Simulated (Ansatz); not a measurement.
# Band-structure calculation, with input and output: Rh$_{2}$H

- system: Rh$_{2}$H (Fm-3m, 3 atoms in the cell)
- method: DFT PBE, scalar-relativistic, plane waves, PAW, no spin polarisation (Ansatz 0.2.0)

The structure was made by a generator, so it may or may not be a known phase. Figures and captions count atoms from 1; the log counts them from 0 in places.

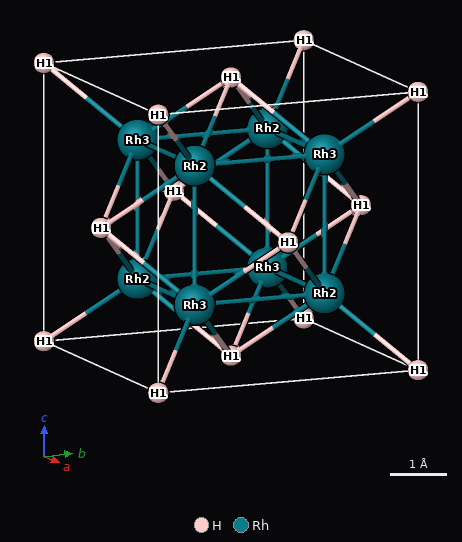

*The structure (ball-and-stick view of the cell 4 times as large as that of the calculation, set on its symmetry axes, seen slightly off an axis; atoms are numbered from 1 in the order of the input).*

Near neighbours in the crystal (not all of them lie inside the picture): H has 8 Rh at 2.23 Å; Rh has 4 H at 2.23 Å and 6 Rh at 2.58 Å.

Input file:
```yaml
crystal:
  lattice:
    - [0.0, 2.5763891747, 2.5763891747]
    - [2.5763891747, 0.0, 2.5763891747]
    - [2.5763891747, 2.5763891747, 0.0]
  atoms:
    - { symbol: H, position: [0.0, 0.0, 0.0] }
    - { symbol: Rh, position: [0.25, 0.25, 0.25] }
    - { symbol: Rh, position: [0.75, 0.75, 0.75] }
basis:
  ecutwfc: 420
kpoints:
  mp_grid: { grid: [16, 16, 16] }
  band_path:
    path:
      - [[0.0, 0.0, 0.0], [0.5, 0.0, 0.5], [0.625, 0.25, 0.625]]
      - [[0.375, 0.375, 0.75], [0.0, 0.0, 0.0], [0.5, 0.5, 0.5], [0.5, 0.25, 0.75], [0.5, 0.0, 0.5]]
    npoints: 14
hamiltonian:
  xc: pbe
scf:
  occupations: { method: gaussian, width: 0.1 }
  n_extra_bands: 7
output:
  forces: true
  stress: true
  eigenvalues: true
  populations: true
  dos: { projected: true, de: 0.02, nscf_kmesh: { grid: [20, 20, 20] } }
  bader: true
  write_density: true
  write_potential: true
  elf: true
  volumetric_format: npy
```

Launch command:
```bash
ansatz run input.yaml --threads 1 --pin off --max-ram 2048MiB --backend cpu --events-out ev --progress --plain --runs-dir out
```

Log:
```
scf.n_extra_bands = 7 over 18 filled bands (N_el = 35.0): the run solves 25 bands
Engine: ansatz 0.2.0, aarch64-unknown-linux-gnu
Pseudopotentials: kind: paw
Pseudopotential: H, paw, valence charge 1, recommended cutoff 420 eV (normal), H.paw.azcp
Pseudopotential: Rh, paw, valence charge 17, recommended cutoff 420 eV (normal), Rh.paw.azcp
Functional definition: PBE
  parameter kappa = 0.804
  parameter beta = 0.06672455060314922
  exchange = pbe_x(kappa = kappa, mu = beta*pi^2/3)
  correlation = pbe_c(beta = beta)
Crystal: 3 atoms, lattice volume = 34.203 Å³
Basis set: ecut = 420 eV, 645 PW (Γ), exchange–correlation on 50×50×50 points (8 copies of the dense FFT grid, shifted against one another)
Bands: 25, of which v1, the nominal top of the filled ones, is band 18 counted from 1 (17 counted from 0)
Symmetry: 48 space group operations
Space group: Fm-3m (ITA 225), of the structure as read, at distance tolerance 3.2e-5 Å
k-points: 145 of 4096
Non-local potential: H, projectors of the file, l = 0: 2, l = 1: 1
Non-local potential: Rh, projectors of the file, l = 0: 3, l = 1: 2, l = 2: 2, l = 3: 1
PAW form: soft (Blöchl's): semilocal exchange-correlation on the pseudo side does not see the compensation charge
PAW one-centre angular grid: H, 110 points (default); XC on 64 Gauss nodes
PAW one-centre angular grid: Rh, 590 points (default); XC on 64 Gauss nodes
Initial density: superposition of atomic densities (neutral atoms: chi_scale 0, normalization atom), corrected by the library's trained network
Initial wavefunctions: pseudopotential atomic-orbital guess
Functional: x = pbe(κ = 0.804, μ = 0.2195149727645171), c = pbe(β = 0.06672455060314922)
SCF iter   1: F=—  HF=-12819.844998 eV  |F-HF|=—  |Δ(HF+E_count)|=         —  Δρ=3.49e-3  dr2=3.12e-3  ethr=1.77e-3  ⟨swp⟩=5.1  Hψ=14444  notcnv=0  defer=78
preconditioner: auto → Kerker (q_TF=auto, 2.739 Å⁻¹)  [metal: Δε(μ)=0.002 eV  Ē_g=10.623 eV  σ=0.100 eV  W_gap=0.01  n_scr=14 (ndim 8)  ℏωp=27.7 eV  f_vac=0.000  D(μ)=3.65/eV (n_scr^D=58)]
SCF iter   2: F=—  HF=-12819.847114 eV  |F-HF|=—  |Δ(HF+E_count)|=   2.12e-3  Δρ=2.17e-3  dr2=1.43e-3  ethr=8.90e-6  ⟨swp⟩=2.0  Hψ=6074  notcnv=0  defer=113
SCF iter   3: F=—  HF=-12819.846962 eV  |F-HF|=—  |Δ(HF+E_count)|=   1.52e-4  Δρ=3.59e-4  dr2=3.16e-5  ethr=4.08e-6  ⟨swp⟩=2.0  Hψ=4057  notcnv=0  defer=113
SCF iter   4: F=—  HF=-12819.846964 eV  |F-HF|=—  |Δ(HF+E_count)|=   2.14e-6  Δρ=1.61e-4  dr2=3.88e-6  ethr=9.04e-8  ⟨swp⟩=2.4  Hψ=4899  notcnv=0  defer=113
SCF iter   5: F=—  HF=-12819.846967 eV  |F-HF|=—  |Δ(HF+E_count)|=   2.57e-6  Δρ=2.49e-5  dr2=1.87e-7  ethr=1.11e-8  ⟨swp⟩=2.0  Hψ=4523  notcnv=0  defer=113
SCF iter   6: F=-12819.846967 eV  HF=-12819.846967 eV  |F-HF|=1.51e-8  |Δ(HF+E_count)|=   1.76e-8  Δρ=9.06e-6  dr2=3.59e-8  ethr=2.86e-10  ⟨swp⟩=11.0  Hψ=22225  notcnv=0
SCF 1 converged in 6 iterations: F = -12819.846967 eV  dr2 = 3.59e-8
  greatest PAW one-centre occupation: 1.000 electrons in one spin orbital (limit 2), on the Rh atom at site 2 (counted from 0), in its partial waves of l = 0
NSCF: frozen V_eff on 86 k-points
NSCF: frozen V_eff on 256 k-points
SCF converged after 6 iterations
Free energy (F): -12819.846967 eV
Harris-Foulkes:  -12819.846967 eV  (|F-HF|=1.51e-8)
Internal energy: -12819.828668 eV  (E = F + TS)
E sigma→0 (E₀):  -12819.837817 eV
Entropy (-TS):   -0.018299 eV (-6.100 meV/atom)
Fermi energy:    17.723212 eV
--- Per-component energies (eV) ---
  E_band       = -301.169010
  E_kinetic    = 1160.255810
  E_local      = -3741.249035  (includes V_loc(G=0)·N_el)
  E_nonlocal   = 716.045512
  E_hartree    = 1338.380961
  E_xc         = -450.965980
  E_vxc        = -566.336080  (∫ρ·V_xc dr)
  E_paw        = -7176.767121  (= ΣΔE_a)
  E_vpaw       = -546.657749  (= ΣTr[D̂ρ^β])
  E_aug_tail   = 0.001066  (compensation charges beyond the density's cutoff)
  E_ewald      = -4665.529881
  E_smearing   = -0.018299  (= −TS)
  E_closure    = 0.000000  (closes the sum)
  Σ components = -12819.846967   (vs F -12819.846967, Δ=0.00e0)
--- Forces (eV/Å), atoms counted from 1 ---
  atom   1  H     -0.00000000     0.00000000     0.00000000
  atom   2  Rh     0.00000000     0.00000000    -0.00000000
  atom   3  Rh     0.00000000     0.00000000     0.00000000
  max |Σ_I F_I| component: 4.52e-18 eV/Å
--- Stress (GPa, compression-positive) ---
       -0.002187       0.000000      -0.000000
        0.000000      -0.002187       0.000000
        0.000000       0.000000      -0.002187
  P = ⅓ Tr σ = -0.0022 GPa (-0.022 kbar)
--- Band table (eV; the first three rows and the last of 145) ---
  k-point 0: bands = ["-60.6174", "-60.4243", "-28.6658", "-28.6658", "-28.6658", "-28.2023", "-28.2023", "-28.2023", "8.9513", "12.8433", "12.8433", "13.2739", "13.2739", "13.2739", "18.3130", "18.3130", "18.3130", "19.9188", "19.9188", "20.8607", "28.8980", "28.8980", "28.8980", "32.5975", "32.5975"]
  k-point 1: bands = ["-60.6155", "-60.4261", "-28.6623", "-28.6617", "-28.6617", "-28.2078", "-28.2071", "-28.2071", "9.0171", "12.8856", "12.8856", "13.2591", "13.3200", "13.3200", "18.2578", "18.2719", "18.2719", "19.7910", "19.7910", "20.9580", "28.3629", "28.9862", "28.9862", "32.4049", "32.5472"]
  k-point 2: bands = ["-60.6099", "-60.4315", "-28.6517", "-28.6494", "-28.6494", "-28.2241", "-28.2212", "-28.2212", "9.2084", "13.0120", "13.0120", "13.2284", "13.4568", "13.4568", "18.1004", "18.1487", "18.1487", "19.4339", "19.4339", "21.2184", "27.1381", "29.2157", "29.2157", "31.9349", "32.3951"]
  k-point 144: bands = ["-60.5194", "-60.5194", "-28.7752", "-28.7723", "-28.4471", "-28.4471", "-28.1249", "-28.1243", "10.9757", "13.6958", "13.7562", "13.7562", "15.7857", "15.7857", "16.5000", "16.5000", "17.5176", "17.5673", "18.1288", "20.1580", "23.0767", "23.0767", "28.0950", "32.6881", "34.0908"]
--- Löwdin populations: 3 sites ---
  site symbol       q [e]
     0      H      1.0686
     1     Rh     16.8895
     2     Rh     16.8895
  spilling = 0.004355 (of n_electrons = 35.000000)
--- Bader charges: 3 sites ---
  site symbol  charge [e]  shift [e]
     0      H     -0.0299     0.0000
     1     Rh      0.0149     0.0000
     2     Rh      0.0149     0.0000
  estimated error of the sums over rays = 1.8e-4 e
```

File bader_charges.tsv:
```
# site	symbol	x_ang	y_ang	z_ang	partial_charge_e	electrons	volume_ang3	relative_density_drop	shared_charge_e	partial_wave_shift_e
# quadrature_error_electrons = 1.8e-4
0	H	0.0000	0.0000	0.0000	-0.02986	1.02986	3.23	-	-0.02986	0.00000
1	Rh	1.2882	1.2882	1.2882	0.01493	44.98507	15.49	-	0.01493	0.00000
2	Rh	3.8646	3.8646	3.8646	0.01493	44.98507	15.49	-	0.01493	0.00000
```

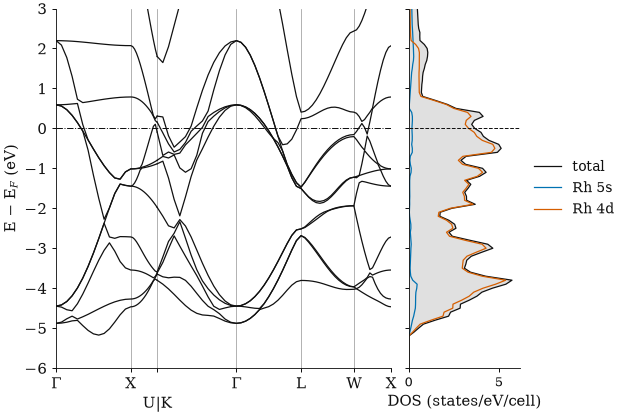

*Band structure along Γ–X–U|K–Γ–L–W–X and density of states (projected on Löwdin-orthogonalised atomic shells), with energies from the Fermi level.*

Bands cross the Fermi level: a metal at this level of theory.

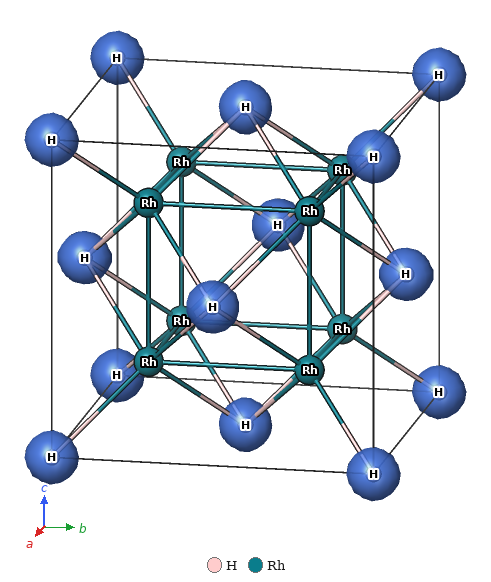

*Isosurface of the ELF at 0.85 (blue), seen slightly off an axis. Core shells and regions of very low density are left out. Sticks mark near contacts. The outline is the cell set on symmetry axes.*

Rh–Rh (2.58 Å): the ELF is about 0.25 at the midpoint; no localised pair between them. The fields are those of the smooth PAW valence density.

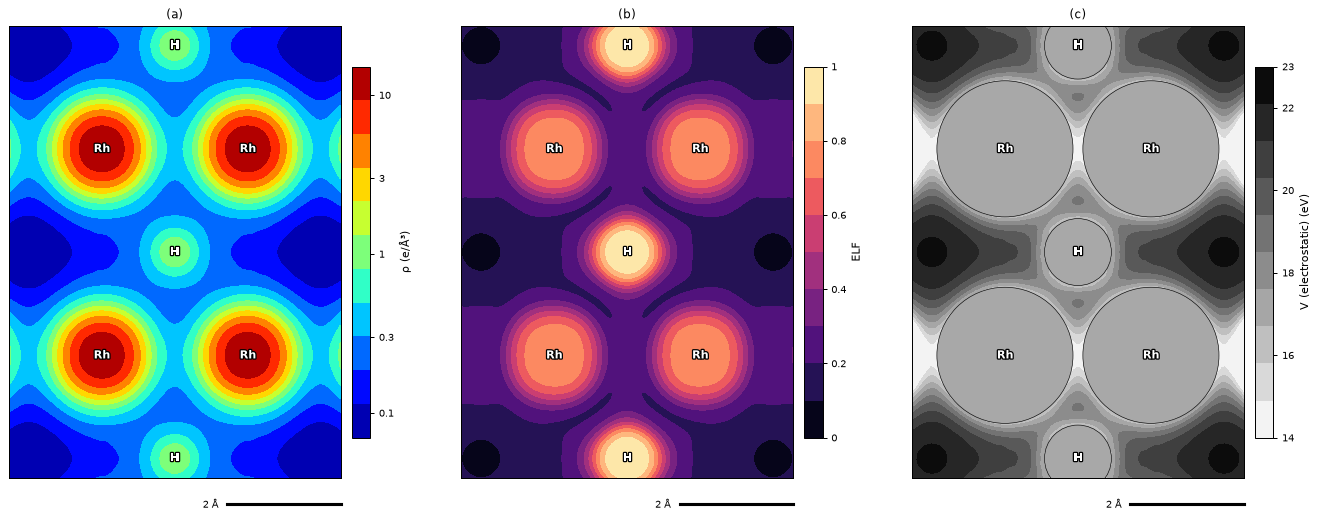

*(a) valence charge density (pseudo); (b) electron localisation function; (c) electrostatic potential energy of an electron on the (101) plane of the conventional cell. Grey discs, where drawn, cover atomic cores.*

The section cuts through H and Rh sites. Rh–Rh (2.58 Å): ρ at the midpoint is about 0.43 e/Å³; the ELF is about 0.25 at the midpoint; no localised pair between them. Away from the nuclei the density in this plane falls to 0.07 e/Å³ at its lowest. The strong features right at Rh lie inside the PAW spheres (semicore, d or f shells) and say nothing about bonding. Outside the cores the potential energy rises away from the atoms and is highest about 2.2 Å from the nearest atoms; outside the discs it spans about 8 eV, and its zero is arbitrary.

Summary:

- outcome: converged
- space group (tolerance 0.01 Å): Fm-3m (225)
- electrons treated: 35
- free energy: −12819.8470 eV
- Fermi energy: 17.723 eV
- gap on the k-point mesh: none (metallic)
- pressure: 0.00 GPa
- largest force (length of the vector): under 0.001 eV/Å
- hardware: 1 thread of Arm Neoverse N1, 16 GiB of memory available, shared host
- wall time: 43 s
- peak memory: 0.44 GiB
